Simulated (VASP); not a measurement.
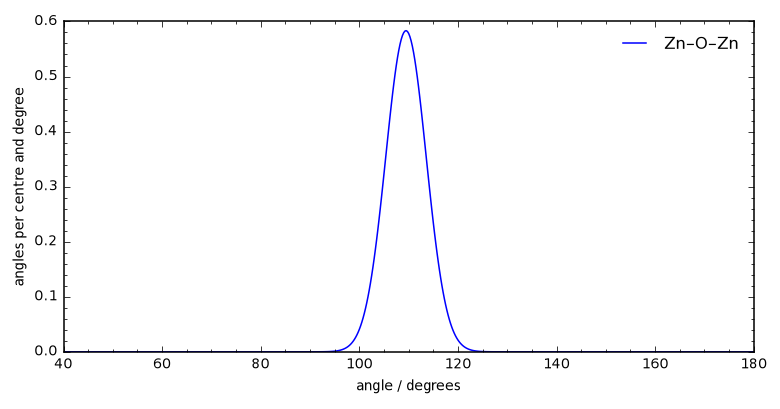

Bond-angle distributions computed from the structure of ZnO; each angle is a Gaussian of σ = 4.0°. Bonds counted: O–Zn up to 2.29 Å. It is based on an entry of the Crystallography Open Database, as set up for an electronic-structure calculation.

Q: Give the groups of angles for each curve.

A: Zn–O–Zn: 109–110° (6 per centre)

Q: What coordination geometry do the angles point to, counting the bonds named above alone?

A: O has 4 Zn neighbours in a tetrahedral arrangement.

The structure has space group P6_3mc (No. 186); other forms of this composition would give other results.
